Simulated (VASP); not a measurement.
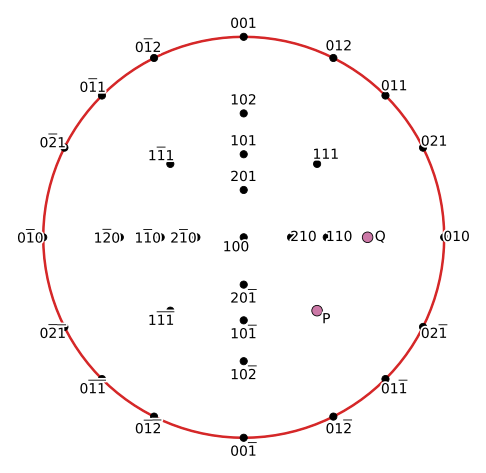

Stereographic projection of plane normals (upper hemisphere) centred on (1 0 0). Crystal: Ag, the geometry relaxed with VASP, VASP Kohn-Sham DFT of a periodic cell, PBE with D3(BJ), VASP PAW PBE potentials, recommended. All values are computed from the atomic coordinates in the standard setting (tolerance 0.002 Å).

a = 4.066 Å, b = 4.066 Å, c = 4.066 Å, α = 90.00°, β = 90.00°, γ = 90.00°.

Index the poles marked P, Q.

Answer. P is (1 1 −1), 54.7° from the centre; Q is (1 2 0), 63.4° from the centre.

Which zone does the coloured great circle trace?

Answer. The zone [1 0 0]: its poles satisfy h = 0.

What is the angle between the normals of (1 0 0) and (1 0 −2), and what are their d_hkl = 1/|g|?

Answer. 63.4°; d = 4.066 Å and 1.818 Å.
